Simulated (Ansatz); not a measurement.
Run report: Sn₃₂HO₃₁, geometry relaxation (part 1 of 3)

The run: geometry relaxation of Sn₃₂HO₃₁ (defect cell, 64 atoms in the cell). Method and program: DFT PBE, scalar-relativistic, plane waves, PAW, spin-polarised (Ansatz 0.2.0).

The structure derives from an entry of the Crystallography Open Database.

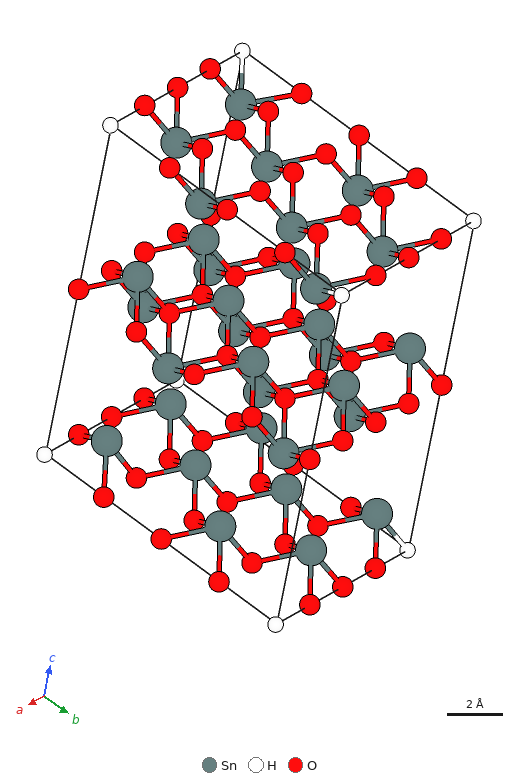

**Figure 1.** The starting structure (ball-and-stick view of the cell of the calculation, seen slightly off an axis). An atom can appear more than once, as a periodic image.

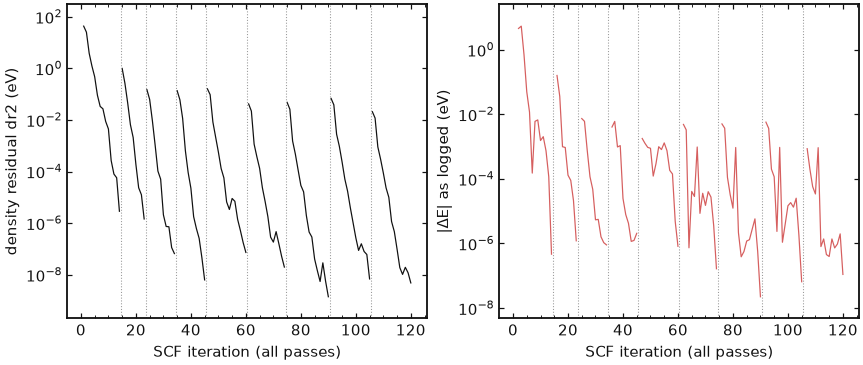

**Figure 2.** Convergence of the self-consistent field: density residual dr2 and size of the energy change against the SCF iteration. The dotted lines part the SCF passes of the relaxation: geometry steps, rejected trials and re-solves on a re-selected basis. The 9 passes take 9 to 16 iterations each, 120 in all.

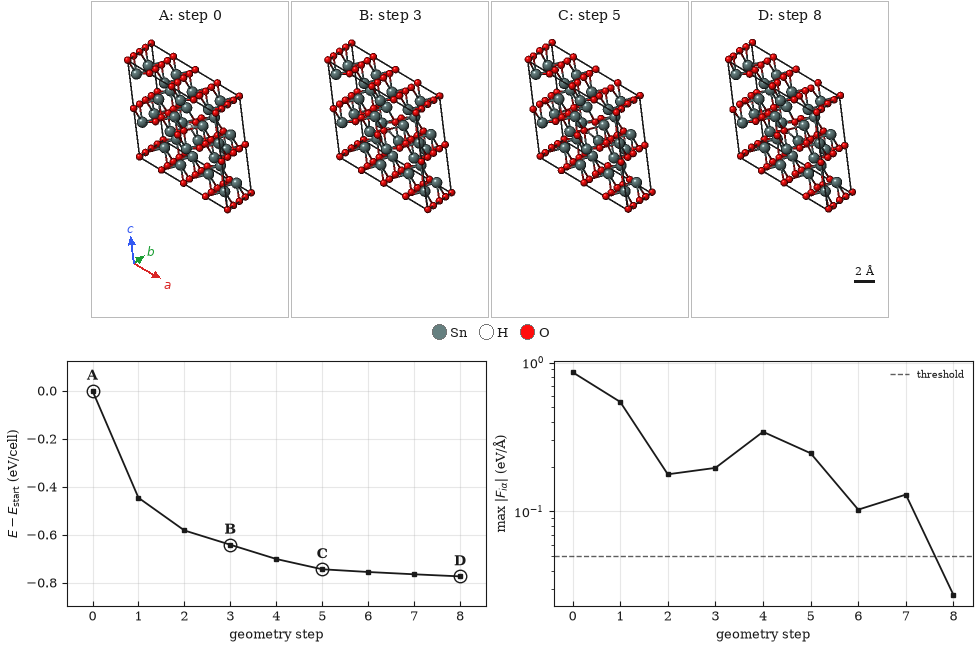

**Figure 3.** Frames of the relaxation (ball-and-stick view of the cell of the calculation (origin shifted), seen slightly off an axis) above the curves, on which the letters mark them (the first geometry is step 0 here and step 1 in the log).

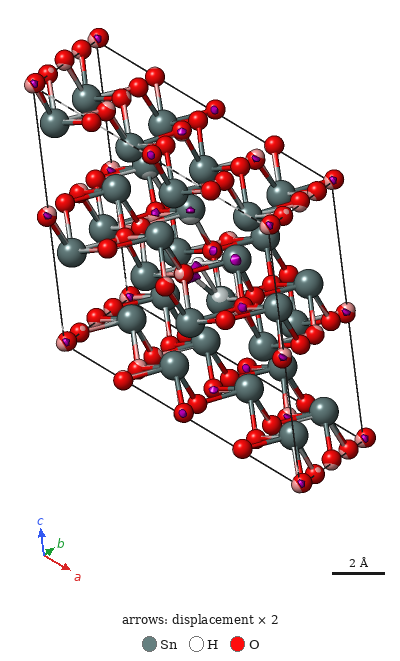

**Figure 4.** Start (faint) and end (solid) with the displacements as pink arrows, magnified 2 times (ball-and-stick view of the cell of the calculation (origin shifted), seen slightly off an axis). The atom that moves furthest is H33 (0.56 Å). By element the largest moves are H 0.56 Å, Sn 0.21 Å, O 0.16 Å. The cell stays as it was. Among the contacts that change: Sn15–H33 2.199 → 2.777 Å, Sn21–H33 2.233 → 2.028 Å, Sn13–O52 2.184 → 2.312 Å, Sn28–H33 2.155 → 2.030 Å. Among the angles that change: Sn21–H33–Sn28 118.4° → 144.2°, Sn6–O44–Sn11 117.8° → 107.4°, Sn2–O52–Sn28 104.9° → 114.7°. After 8 geometry steps the energy has fallen by 0.774 eV per cell of the calculation. The largest force component goes from 0.86 to 0.028 eV/Å. (Atoms are counted from 1 in the order of the input.)

These pictures come from the run below.

## The input
```yaml
crystal:
  lattice:
    - [-7.5972, -7.5972, 0.0]
    - [7.5972, -7.5972, 0.0]
    - [0.0, 7.5972, 9.6816]
  atoms:
    - { symbol: Sn, position: [0.934225, 0.184225, 0.61845] }
    - { symbol: Sn, position: [0.9338393704, 0.1911433234, 0.1233454143], spin: 0.5 }
    - { symbol: Sn, position: [0.684225, 0.434225, 0.61845] }
    - { symbol: Sn, position: [0.934225, 0.684225, 0.11845] }
    - { symbol: Sn, position: [0.434225, 0.184225, 0.61845] }
    - { symbol: Sn, position: [0.684225, 0.434225, 0.11845] }
    - { symbol: Sn, position: [0.934225, 0.684225, 0.61845] }
    - { symbol: Sn, position: [0.434225, 0.184225, 0.11845] }
    - { symbol: Sn, position: [0.684225, 0.934225, 0.11845] }
    - { symbol: Sn, position: [0.184225, 0.434225, 0.61845] }
    - { symbol: Sn, position: [0.434225, 0.684225, 0.11845] }
    - { symbol: Sn, position: [0.684225, 0.934225, 0.61845] }
    - { symbol: Sn, position: [0.184225, 0.434225, 0.11845] }
    - { symbol: Sn, position: [0.434225, 0.684225, 0.61845] }
    - { symbol: Sn, position: [0.1863269708, 0.9358472325, 0.117490001], spin: 0.5 }
    - { symbol: Sn, position: [0.184225, 0.934225, 0.61845] }
    - { symbol: Sn, position: [0.815775, 0.315775, 0.38155] }
    - { symbol: Sn, position: [0.565775, 0.065775, 0.38155] }
    - { symbol: Sn, position: [0.815775, 0.315775, 0.88155] }
    - { symbol: Sn, position: [0.565775, 0.065775, 0.88155] }
    - { symbol: Sn, position: [0.8153625324, 0.8132022311, 0.8804480327], spin: 0.5 }
    - { symbol: Sn, position: [0.315775, 0.315775, 0.38155] }
    - { symbol: Sn, position: [0.565775, 0.565775, 0.88155] }
    - { symbol: Sn, position: [0.815775, 0.815775, 0.38155] }
    - { symbol: Sn, position: [0.065775, 0.065775, 0.38155] }
    - { symbol: Sn, position: [0.315775, 0.315775, 0.88155] }
    - { symbol: Sn, position: [0.565775, 0.565775, 0.38155] }
    - { symbol: Sn, position: [0.0657848691, 0.0600809394, 0.8816895887], spin: 0.5 }
    - { symbol: Sn, position: [0.315775, 0.815775, 0.88155] }
    - { symbol: Sn, position: [0.065775, 0.565775, 0.88155] }
    - { symbol: Sn, position: [0.315775, 0.815775, 0.38155] }
    - { symbol: Sn, position: [0.065775, 0.565775, 0.38155] }
    - { symbol: H, position: [0.001942072, -0.0032169462, -0.0029348159], spin: 0.5 }
    - { symbol: O, position: [0.0, 0.0, 0.5] }
    - { symbol: O, position: [0.0, 0.5, 0.5] }
    - { symbol: O, position: [0.5, 0.0, 0.0] }
    - { symbol: O, position: [0.75, 0.25, 0.5] }
    - { symbol: O, position: [0.0, 0.5, 0.0] }
    - { symbol: O, position: [0.5, 0.0, 0.5] }
    - { symbol: O, position: [0.75, 0.25, 0.0] }
    - { symbol: O, position: [0.5, 0.5, 0.5] }
    - { symbol: O, position: [0.75, 0.75, 0.0] }
    - { symbol: O, position: [0.25, 0.25, 0.5] }
    - { symbol: O, position: [0.5, 0.5, 0.0] }
    - { symbol: O, position: [0.75, 0.75, 0.5] }
    - { symbol: O, position: [0.25, 0.25, 0.0] }
    - { symbol: O, position: [0.25, 0.75, 0.0] }
    - { symbol: O, position: [0.25, 0.75, 0.5] }
    - { symbol: O, position: [0.757666123, 0.0031864258, 0.0053954151] }
    - { symbol: O, position: [0.0, 0.25, 0.5] }
    - { symbol: O, position: [0.75, 0.0, 0.5] }
    - { symbol: O, position: [0.0026561657, 0.2526660362, 0.000146952] }
    - { symbol: O, position: [0.75, 0.5, 0.5] }
    - { symbol: O, position: [0.0032906829, 0.7515047337, 0.0005499511] }
    - { symbol: O, position: [0.2454148731, -0.0037170601, -0.0027199124] }
    - { symbol: O, position: [0.5, 0.25, 0.5] }
    - { symbol: O, position: [0.75, 0.5, 0.0] }
    - { symbol: O, position: [0.0, 0.75, 0.5] }
    - { symbol: O, position: [0.25, 0.0, 0.5] }
    - { symbol: O, position: [0.5, 0.25, 0.0] }
    - { symbol: O, position: [0.25, 0.5, 0.5] }
    - { symbol: O, position: [0.5, 0.75, 0.0] }
    - { symbol: O, position: [0.25, 0.5, 0.0] }
    - { symbol: O, position: [0.5, 0.75, 0.5] }
magnetization:
  spin_polarized: true
basis:
  ecutwfc: 420
  fft_grid_basis: typed
kpoints:
  mp_grid: { grid: [1, 1, 1] }
hamiltonian:
  xc: pbe
  pseudopotentials: { kind: paw }
scf:
  occupations: { method: gaussian, width: 0.05 }
output:
  forces: true
  stress: false
  eigenvalues: false
  bader: false
  write_density: false
  volumetric_format: npy
  populations: true
relax:
  adjacent_minimum: "off"
  max_steps: 30
  f_tol: 0.05
```

Run as:
```bash
ansatz run input.yaml --threads 8 --pin off --max-ram 16384MiB --backend cpu --events-out ev --progress --plain --runs-dir out
```

## The program's output
```
settings of this run that can trade accuracy for cost: output.eigenvalues: false. Do not mix this run's numbers with those of runs without the same settings; the input reference describes each key
Engine: ansatz 0.2.0, aarch64-unknown-linux-gnu
Pseudopotentials: kind: paw
Pseudopotential: Sn, paw, valence charge 14, recommended cutoff 420 eV (normal), Sn.paw.azcp
Pseudopotential: H, paw, valence charge 1, recommended cutoff 420 eV (normal), H.paw.azcp
Pseudopotential: O, paw, valence charge 6, recommended cutoff 420 eV (normal), O.paw.azcp
Functional definition: PBE
  parameter kappa = 0.804
  parameter beta = 0.06672455060314922
  exchange = pbe_x(kappa = kappa, mu = beta*pi^2/3)
  correlation = pbe_c(beta = beta)
Crystal: 64 atoms, lattice volume = 1117.594 Å³
Basis set: ecut = 420 eV, 21881 PW (Γ), exchange–correlation on 144×144×180 points (8 copies of the dense FFT grid, shifted against one another)
Bands: 383, of which v1, the nominal top of the filled ones, is band 318 counted from 1 (317 counted from 0)
Symmetry: 1 space group operations
Space group: P1 (ITA 1), of the structure as read, at distance tolerance 1.0e-4 Å
Magnetic group: BNS 1.1 (UNI 1), of the structure as read, at distance tolerance 1.0e-4 Å
k-points: 1
Non-local potential: Sn, projectors of the file, l = 0: 2, l = 1: 2, l = 2: 2, l = 3: 2
Non-local potential: H, projectors of the file, l = 0: 2, l = 1: 1
Non-local potential: O, projectors of the file, l = 0: 2, l = 1: 2, l = 2: 1
PAW form: soft (Blöchl's): semilocal exchange-correlation on the pseudo side does not see the compensation charge
PAW one-centre angular grid: Sn, 590 points (default); XC on 64 Gauss nodes
PAW one-centre angular grid: H, 110 points (default); XC on 64 Gauss nodes
PAW one-centre angular grid: O, 110 points (default); XC on 64 Gauss nodes
Initial density: superposition of atomic densities (chi_scale 0.1, normalization cell, long waves kept (reshape's long-wave potential 0.39 eV rms))
Starting moments: Σ|m| = 2.5 μB on 5 of 64 sites
Initial wavefunctions: pseudopotential atomic-orbital guess
Functional: x = pbe(κ = 0.804, μ = 0.2195149727645171), c = pbe(β = 0.06672455060314922)
SCF iter   1: F=—  HF=-210390.845882 eV  |F-HF|=—  |Δ(HF+E_count)|=         —  Δρ=2.84e-2 (↑2.49e-2 ↓2.84e-2)  dr2=4.32e1  dr2_m=7.25e-1  M=0.762 μB ∫|m|=0.868 μB  β_m=0.30  ethr=3.10e-3  ⟨swp⟩=5.0  Hψ=2702  notcnv=0  defer=46
preconditioner: auto → Kerker (q_TF=auto, 2.483 Å⁻¹)  [metal: Δε(μ)=0.035 eV  Ē_g=18.499 eV  σ=0.050 eV  W_gap=0.37  n_scr=290 (ndim 8)  ℏωp=28.0 eV  f_vac=0.000  D(μ)=28.34/eV (n_scr^D=202)]
spin=Collinear: Kerker preconditioning applied to the charge; magnetization (m = ρ↑ − ρ↓) channel mixes plain (no charge-response kernel on spin).
SCF iter   2: F=—  HF=-210386.302789 eV  |F-HF|=—  |Δ(HF+E_count)|=    4.54e0  Δρ=2.00e-2 (↑1.74e-2 ↓2.00e-2)  dr2=2.52e1  dr2_m=3.67e-1  M=0.541 μB ∫|m|=0.629 μB  β_m=0.30  ethr=3.10e-3  ⟨swp⟩=2.0  Hψ=900  notcnv=0  defer=110
SCF iter   3: F=—  HF=-210380.940903 eV  |F-HF|=—  |Δ(HF+E_count)|=    5.36e0  Δρ=8.52e-3 (↑8.12e-3 ↓8.52e-3)  dr2=3.84e0  dr2_m=1.92e-1  M=0.200 μB ∫|m|=0.314 μB  β_m=0.30  ethr=3.10e-3  ⟨swp⟩=3.0  Hψ=2188  notcnv=0  defer=118
SCF iter   4: F=—  HF=-210380.246667 eV  |F-HF|=—  |Δ(HF+E_count)|=   6.94e-1  Δρ=5.18e-3 (↑5.18e-3 ↓4.83e-3)  dr2=1.23e0  dr2_m=9.79e-2  M=0.197 μB ∫|m|=0.289 μB  β_m=0.30  ethr=6.04e-4  ⟨swp⟩=2.0  Hψ=908  notcnv=0  defer=120
SCF iter   5: F=—  HF=-210380.197006 eV  |F-HF|=—  |Δ(HF+E_count)|=   4.97e-2  Δρ=3.63e-3 (↑3.63e-3 ↓3.28e-3)  dr2=4.72e-1  dr2_m=4.98e-2  M=0.210 μB ∫|m|=0.296 μB  β_m=0.30  ethr=1.93e-4  ⟨swp⟩=2.5  Hψ=1017  notcnv=0  defer=120
SCF iter   6: F=—  HF=-210380.208721 eV  |F-HF|=—  |Δ(HF+E_count)|=   1.17e-2  Δρ=2.08e-3 (↑1.88e-3 ↓2.08e-3)  dr2=9.07e-2  dr2_m=2.51e-2  M=0.229 μB ∫|m|=0.285 μB  β_m=0.30  ethr=7.43e-5  ⟨swp⟩=3.0  Hψ=1407  notcnv=0  defer=120
SCF iter   7: F=—  HF=-210380.208570 eV  |F-HF|=—  |Δ(HF+E_count)|=   1.51e-4  Δρ=1.31e-3 (↑1.17e-3 ↓1.31e-3)  dr2=3.34e-2  dr2_m=1.29e-2  M=0.253 μB ∫|m|=0.301 μB  β_m=0.30  ethr=1.43e-5  ⟨swp⟩=2.0  Hψ=1405  notcnv=0  defer=120
Mixer restart at iter 7: flushing history
spin-set hold released at iteration 7 (site moments contracting): the magnetisation degrees of freedom join the quasi-Newton model from the next iteration; the mixer history was flushed
SCF iter   8: F=—  HF=-210380.214613 eV  |F-HF|=—  |Δ(HF+E_count)|=   6.04e-3  Δρ=9.67e-4 (↑8.50e-4 ↓9.67e-4)  dr2=2.70e-2  dr2_m=6.66e-3  M=0.282 μB ∫|m|=0.325 μB  β_m=0.65  ethr=5.25e-6  ⟨swp⟩=1.5  Hψ=679  notcnv=0  defer=120
SCF iter   9: F=—  HF=-210380.221309 eV  |F-HF|=—  |Δ(HF+E_count)|=   6.70e-3  Δρ=2.11e-4 (↑2.11e-4 ↓1.86e-4)  dr2=8.75e-3  dr2_m=1.71e-4  M=0.453 μB ∫|m|=0.497 μB  β_m=0.82  ethr=4.25e-6  ⟨swp⟩=2.0  Hψ=901  notcnv=0  defer=120
SCF iter  10: F=—  HF=-210380.222853 eV  |F-HF|=—  |Δ(HF+E_count)|=   1.54e-3  Δρ=2.39e-4 (↑2.32e-4 ↓2.39e-4)  dr2=4.47e-3  dr2_m=1.64e-4  M=0.651 μB ∫|m|=0.720 μB  β_m=0.76  ethr=1.38e-6  ⟨swp⟩=2.0  Hψ=988  notcnv=0  defer=120
SCF iter  11: F=—  HF=-210380.224886 eV  |F-HF|=—  |Δ(HF+E_count)|=   2.03e-3  Δρ=1.08e-4 (↑1.02e-4 ↓1.08e-4)  dr2=2.66e-4  dr2_m=7.88e-5  M=0.854 μB ∫|m|=0.968 μB  β_m=0.88  ethr=7.03e-7  ⟨swp⟩=2.5  Hψ=931  notcnv=0  defer=120
SCF iter  12: F=—  HF=-210380.225626 eV  |F-HF|=—  |Δ(HF+E_count)|=   7.39e-4  Δρ=5.34e-5 (↑5.34e-5 ↓5.29e-5)  dr2=7.97e-5  dr2_m=1.29e-5  M=0.911 μB ∫|m|=1.049 μB  β_m=0.94  ethr=4.19e-8  ⟨swp⟩=3.0  Hψ=966  notcnv=0  defer=120
SCF iter  13: F=—  HF=-210380.225742 eV  |F-HF|=—  |Δ(HF+E_count)|=   1.17e-4  Δρ=4.39e-5 (↑3.66e-5 ↓4.39e-5)  dr2=5.73e-5  dr2_m=1.07e-6  M=0.927 μB ∫|m|=1.074 μB  β_m=0.78  ethr=9.84e-9  ⟨swp⟩=4.0  Hψ=1976  notcnv=0
SCF iter  14: F=-210380.225741 eV  HF=-210380.225742 eV  |F-HF|=9.60e-7  |Δ(HF+E_count)|=   4.66e-7  Δρ=6.64e-6 (↑6.64e-6 ↓5.98e-6)  dr2=2.88e-6  dr2_m=1.43e-7  M=0.932 μB ∫|m|=1.082 μB  ethr=9.03e-9  ⟨swp⟩=3.5  Hψ=1771  notcnv=0
SCF 1 converged in 14 iterations: F = -210380.225741 eV  dr2 = 2.88e-6
  greatest PAW one-centre occupation: 0.994 electrons in one spin orbital (limit 2), on the Sn atom at site 12 (counted from 0), in its partial waves of l = 2
```
